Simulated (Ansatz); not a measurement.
Band-structure calculation, with input and output: AgI

AgI (F-43m, 2 atoms in the cell), computed with DFT, PBE, plane waves, PAW, no spin polarisation (Ansatz 0.2.0).

The structure derives from an entry of the Crystallography Open Database. The geometry comes from this level: r2SCAN (a point of a series of strains). Figures and captions count atoms from 1; the log counts them from 0 in places.

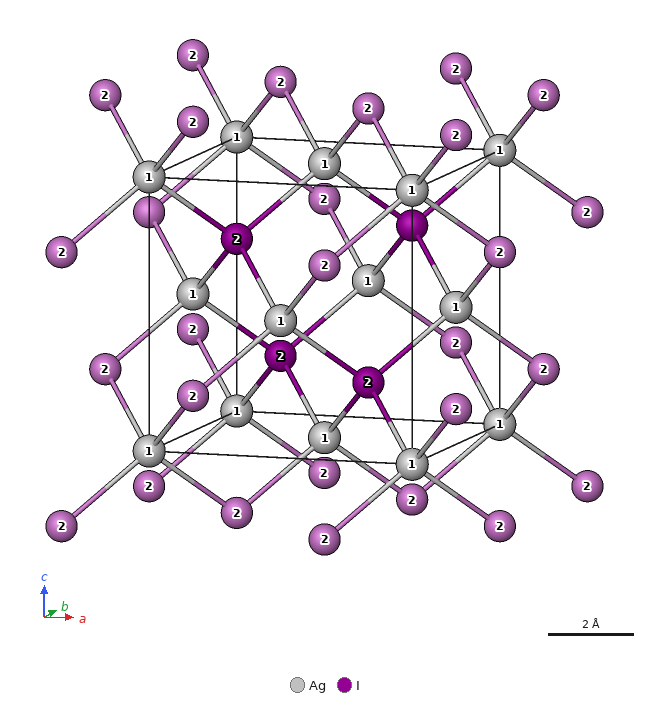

**Figure 1.** The input geometry (ball-and-stick view of the cell 4 times as large as that of the calculation, set on its symmetry axes, seen slightly off an axis; neighbours outside the cell are drawn fainter; atoms are numbered from 1 in the order of the input). An atom can appear more than once, as a periodic image.

### Key numbers

- outcome: converged
- space group (tolerance 0.01 Å): F-43m (216)
- electrons treated: 36
- free energy: −15104.0031 eV
- Fermi energy: 6.937 eV
- gap on the k-point mesh: 1.34 eV
- pressure: 0.65 GPa
- largest force (length of the vector): under 0.001 eV/Å
- hardware: 4 threads of Arm Neoverse V2, 112 GiB of memory available, shared host
- wall time: 1 s (CPU time 3.2 s)
- peak memory: 0.36 GiB

Spin-orbit coupling is left out, which matters for I.

### The input
```yaml
crystal:
  lattice:
    - [0.0, 3.2886327828, 3.2886327828]
    - [3.2886327828, 0.0, 3.2886327828]
    - [3.2886327828, 3.2886327828, 0.0]
  atoms:
    - { symbol: Ag, position: [0.0, 0.0, 0.0] }
    - { symbol: I, position: [0.25, 0.25, 0.25] }
kpoints:
  mp_grid: { grid: [6, 6, 6] }
  band_path:
    path:
      - [0.0, 0.0, 0.0]
      - [-0.5, -0.5, 0.0]
      - [-0.375, -0.375, 0.25]
      - [-0.375, 0.0, 0.375]
      - [0.0, 0.0, 0.5]
      - [-0.5, -0.25, 0.25]
    npoints: 1
hamiltonian:
  xc: pbe
scf:
  occupations: { method: fermi_dirac, width: 0.02 }
  n_extra_bands: 4
output:
  forces: true
  stress: true
  eigenvalues: true
```

Command:
```bash
ansatz run input.yaml --threads 4 --pin off --max-ram 4608MiB --backend cpu --events-out ev --progress --plain --runs-dir out
```

### Log
```
scf.n_extra_bands = 4 over 18 filled bands (N_el = 36.0): the run solves 22 bands
Engine: ansatz 0.2.0, aarch64-unknown-linux-gnu
Pseudopotentials: kind: paw
Pseudopotential: Ag, paw, valence charge 19, recommended cutoff 420 eV (normal), Ag.paw.azcp
Pseudopotential: I, paw, valence charge 17, recommended cutoff 420 eV (normal), I.paw.azcp
Functional definition: PBE
  parameter kappa = 0.804
  parameter beta = 0.06672455060314922
  exchange = pbe_x(kappa = kappa, mu = beta*pi^2/3)
  correlation = pbe_c(beta = beta)
Crystal: 2 atoms, lattice volume = 71.134 Å³
Basis set: ecut = 420 eV, 1411 PW (Γ), exchange–correlation on 64×64×64 points (8 copies of the dense FFT grid, shifted against one another)
Bands: 22, of which v1, the nominal top of the filled ones, is band 18 counted from 1 (17 counted from 0)
Symmetry: 24 space group operations
Space group: F-43m (ITA 216), of the structure as read, at distance tolerance 4.1e-5 Å
k-points: 16 of 216 (time reversal used)
Non-local potential: Ag, projectors of the file, l = 0: 3, l = 1: 2, l = 2: 2, l = 3: 1
Non-local potential: I, projectors of the file, l = 0: 2, l = 1: 2, l = 2: 2, l = 3: 2
PAW form: soft (Blöchl's): semilocal exchange-correlation on the pseudo side does not see the compensation charge
PAW one-centre angular grid: Ag, 590 points (default); XC on 64 Gauss nodes
PAW one-centre angular grid: I, 590 points (default); XC on 64 Gauss nodes
Initial density: superposition of atomic densities (neutral atoms: chi_scale 0, normalization atom), corrected by the library's trained network
Initial wavefunctions: pseudopotential atomic-orbital guess
Functional: x = pbe(κ = 0.804, μ = 0.2195149727645171), c = pbe(β = 0.06672455060314922)
SCF iter   1: F=—  HF=-15104.002996 eV  |F-HF|=—  |Δ(HF+E_count)|=         —  Δρ=9.32e-4  dr2=1.18e-3  ethr=1.77e-3  ⟨swp⟩=6.8  Hψ=1740  notcnv=0
preconditioner: auto → none  [insulator: Δε(μ)=1.336 eV  Ē_g=9.489 eV  σ=0.020 eV  W_gap=1.00  n_scr=14 (ndim 8)  ℏωp=18.7 eV  f_vac=0.234  D(μ)=0.00/eV (n_scr^D=0)  ε∞_Penn≈4.9]
SCF iter   2: F=—  HF=-15104.003043 eV  |F-HF|=—  |Δ(HF+E_count)|=   4.74e-5  Δρ=6.62e-4  dr2=2.86e-4  ethr=3.27e-6  ⟨swp⟩=3.0  Hψ=796  notcnv=0
SCF iter   3: F=—  HF=-15104.003074 eV  |F-HF|=—  |Δ(HF+E_count)|=   3.05e-5  Δρ=2.73e-4  dr2=4.61e-5  ethr=7.94e-7  ⟨swp⟩=2.0  Hψ=646  notcnv=0
SCF iter   4: F=—  HF=-15104.003099 eV  |F-HF|=—  |Δ(HF+E_count)|=   2.57e-5  Δρ=1.21e-4  dr2=9.99e-6  ethr=1.28e-7  ⟨swp⟩=2.1  Hψ=475  notcnv=0
SCF iter   5: F=—  HF=-15104.003114 eV  |F-HF|=—  |Δ(HF+E_count)|=   1.43e-5  Δρ=3.45e-5  dr2=7.39e-7  ethr=2.77e-8  ⟨swp⟩=2.0  Hψ=496  notcnv=0
SCF iter   6: F=-15104.003115 eV  HF=-15104.003115 eV  |F-HF|=4.81e-8  |Δ(HF+E_count)|=   1.09e-6  Δρ=5.14e-6  dr2=1.75e-8  ethr=2.78e-10  ⟨swp⟩=4.6  Hψ=1760  notcnv=0
SCF 1 converged in 6 iterations: F = -15104.003115 eV  dr2 = 1.75e-8
  greatest PAW one-centre occupation: 1.000 electrons in one spin orbital (limit 2), on the Ag atom at site 0 (counted from 0), in its partial waves of l = 0
```

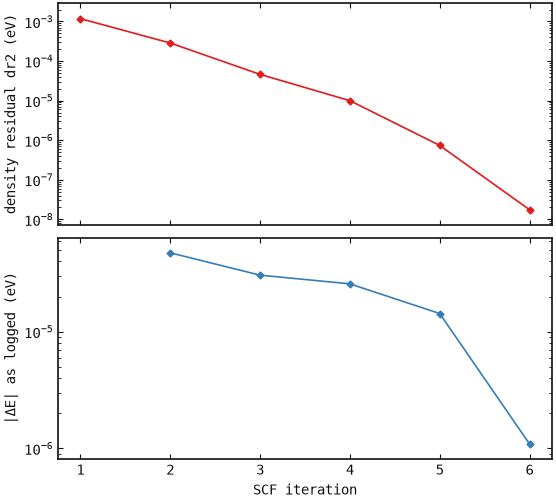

**Figure 2.** Convergence of the self-consistent field: density residual dr2 and size of the energy change against the SCF iteration. The residual falls at every step.

```
NSCF: frozen V_eff on 6 k-points
SCF converged after 6 iterations
Free energy (F): -15104.003115 eV
Harris-Foulkes:  -15104.003115 eV  (|F-HF|=4.81e-8)
Internal energy: -15104.003115 eV  (E = F + TS)
E sigma→0 (E₀):  -15104.003115 eV
Fermi energy:    6.937064 eV
--- Per-component energies (eV) ---
  E_band       = -794.177887
  E_kinetic    = 716.551459
  E_local      = -5592.644878  (includes V_loc(G=0)·N_el)
  E_nonlocal   = -7.994111
  E_hartree    = 2641.825216
  E_xc         = -311.293558
  E_vxc        = -361.241982  (∫ρ·V_xc dr)
  E_paw        = -8721.120766  (= ΣΔE_a)
  E_vpaw       = -832.496874  (= ΣTr[D̂ρ^β])
  E_aug_tail   = 0.000277  (compensation charges beyond the density's cutoff)
  E_ewald      = -3829.326753
  E_smearing   = -0.000000  (= −TS)
  E_closure    = -0.000000  (closes the sum)
  Σ components = -15104.003115   (vs F -15104.003115, Δ=0.00e0)
--- Forces (eV/Å), atoms counted from 1 ---
  atom   1  Ag     0.00000000     0.00000000    -0.00000000
  atom   2  I     -0.00000000    -0.00000000    -0.00000000
  max |Σ_I F_I| component: 7.52e-18 eV/Å
--- Stress (GPa, compression-positive) ---
        0.645296       0.000000      -0.000000
       -0.000000       0.645296       0.000000
       -0.000000       0.000000       0.645296
  P = ⅓ Tr σ = 0.6453 GPa (6.453 kbar)
--- Band table (eV; the first three rows and the last of 16) ---
  k-point 0: bands = ["-84.1481", "-47.6654", "-47.6654", "-47.6654", "-38.4335", "-38.4335", "-38.4335", "-38.4309", "-38.4309", "-6.3470", "2.2596", "2.2596", "2.2596", "3.3471", "3.3471", "6.2557", "6.2557", "6.2557", "7.5965", "12.0876", "12.0876", "12.0876"]
  k-point 1: bands = ["-84.1481", "-47.6654", "-47.6654", "-47.6654", "-38.4336", "-38.4335", "-38.4335", "-38.4308", "-38.4308", "-6.2842", "2.2308", "2.3031", "2.3031", "3.3428", "3.3428", "5.2832", "6.0834", "6.0834", "8.4570", "11.8127", "12.3518", "12.3518"]
  k-point 2: bands = ["-84.1481", "-47.6655", "-47.6654", "-47.6654", "-38.4337", "-38.4335", "-38.4335", "-38.4308", "-38.4308", "-6.1536", "2.2538", "2.3857", "2.3857", "3.3547", "3.3547", "4.0660", "5.7518", "5.7518", "9.0063", "12.5129", "12.5853", "12.5853"]
  k-point 15: bands = ["-84.1481", "-47.6655", "-47.6654", "-47.6654", "-38.4338", "-38.4336", "-38.4335", "-38.4308", "-38.4308", "-5.9990", "2.2011", "2.6323", "2.7331", "3.3409", "3.5754", "3.5913", "4.3627", "4.7035", "10.6776", "10.8962", "13.5391", "13.7256"]
```

### File bands.tsv
```
# k_distance	band_0	band_1	band_2	band_3	band_4	band_5	band_6	band_7	band_8	band_9	band_10	band_11	band_12	band_13	band_14	band_15	band_16	band_17	band_18	band_19	band_20	band_21
# fermi_ev = 6.937064
# lock_threshold_ev = 1e-6
# [0, 0, 0] at k_distance = 0.000000
# [-0.5, -0.5, 0] at k_distance = 0.955288
# [-0.375, -0.375, 0.25] at k_distance = 1.293034
# [-0.375, 0, 0.375] at k_distance = 1.878026
# [0, 0, 0.5] at k_distance = 2.463018
# [-0.5, -0.25, 0.25] at k_distance = 3.138509
# levels_relative_to = fermi_ev
# free_energy_ev = -15104.003115
# largest_residual_norms_ev = 4.410e-4 4.451e-4 3.674e-4 4.559e-4 3.159e-4 3.151e-4 3.690e-4 3.465e-4 3.916e-4 4.435e-4 8.010e-4 7.807e-4 1.017e-3 9.633e-4 1.114e-3 8.677e-4 1.143e-3 1.462e-3 7.883e-4 7.462e-4 1.262e-3 1.912e-3
0.000000	-91.085154	-54.602446	-54.602446	-54.602446	-45.370605	-45.370605	-45.370605	-45.367921	-45.367921	-13.284100	-4.677440	-4.677440	-4.677440	-3.589980	-3.589980	-0.681381	-0.681381	-0.681381	0.659389	5.150578	5.150578	5.150578
0.955288	-91.085155	-54.602541	-54.602462	-54.602462	-45.370891	-45.370544	-45.370544	-45.367908	-45.367813	-12.936522	-4.935040	-4.199476	-4.199476	-3.509549	-3.478692	-3.142610	-2.343187	-2.343187	3.042329	3.178985	7.697907	8.837984
1.293034	-91.085155	-54.602528	-54.602498	-54.602464	-45.370822	-45.370619	-45.370562	-45.367895	-45.367845	-12.943584	-4.734277	-4.304272	-4.187301	-3.558775	-3.554581	-3.339059	-2.549003	-2.002814	3.288224	4.319616	6.981026	7.359577
1.878026	-91.085155	-54.602528	-54.602498	-54.602464	-45.370822	-45.370619	-45.370562	-45.367895	-45.367845	-12.943584	-4.734277	-4.304272	-4.187301	-3.558775	-3.554581	-3.339059	-2.549003	-2.002814	3.288224	4.319616	6.981026	7.359577
2.463018	-91.085155	-54.602556	-54.602453	-54.602453	-45.370802	-45.370581	-45.370581	-45.367886	-45.367886	-13.022577	-4.578359	-4.513910	-4.513910	-3.562104	-3.562104	-3.458580	-1.350477	-1.350477	2.096962	5.617618	5.617618	6.463642
3.138509	-91.085155	-54.602512	-54.602503	-54.602472	-45.370791	-45.370656	-45.370559	-45.367879	-45.367848	-12.935961	-4.604279	-4.406657	-4.205343	-3.648200	-3.376860	-3.307691	-2.663729	-2.207983	3.989072	4.596543	5.725304	6.455134
```

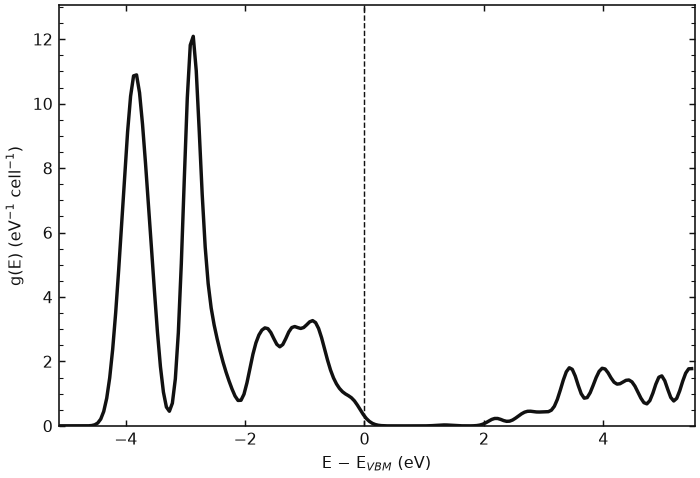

**Figure 3.** Density of states (the curve is built from the levels of the k mesh with Gaussians 0.3 eV wide, which also blur the band edges), with energies from the valence-band top. There is a gap of 1.34 eV on the k-point mesh. Small ripples come from the finite k-point mesh.
